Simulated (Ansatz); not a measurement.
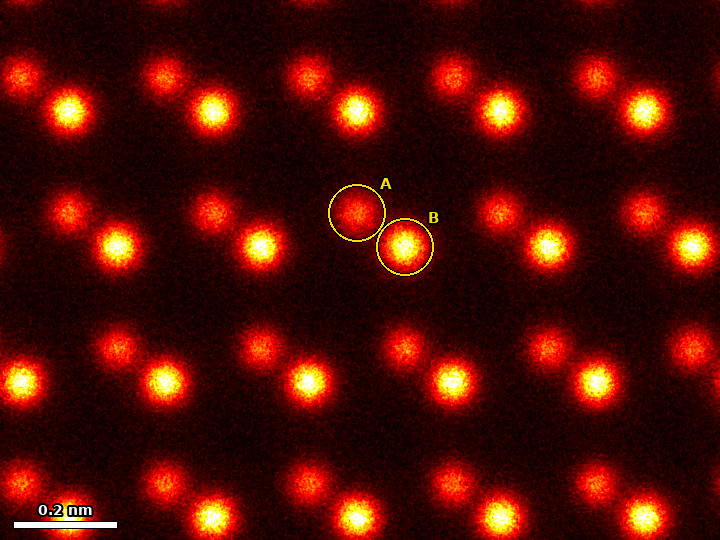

Z-contrast image of MgO (F-43m, No. 216) along [110]. Simulation: incoherent imaging, intensity Z^1.7 per atom, probe width 0.62 Å, thin sample. The probe carries 25 % of its weight in a tail 2.5 times as wide. Shot noise was added. Structure used: coordinates from a relaxation with DFT r2SCAN, scalar-relativistic, plane waves, PAW in Ansatz 0.2.0; the starting structure was generated, so it need not be a known form of this composition.

```
CELL_PARAMETERS angstrom
4.56464 0.00000 0.00000
0.00000 4.56464 0.00000
0.00000 0.00000 4.56464
ATOMIC_POSITIONS crystal
Mg 0.75000 0.75000 0.25000
O 0.50000 0.50000 0.50000
Mg 0.75000 0.25000 0.75000
O 0.50000 0.00000 0.00000
Mg 0.25000 0.75000 0.75000
O 0.00000 0.50000 0.00000
Mg 0.25000 0.25000 0.25000
O 0.00000 0.00000 0.50000
```

Name the elements in each circled column.

Answer. A: O (1 O per 3.23 Å along the beam; about 50 % of the brightest peak). B: Mg (1 Mg per 3.23 Å along the beam; the brightest kind). Brightness is counted from the darkest point of the image.
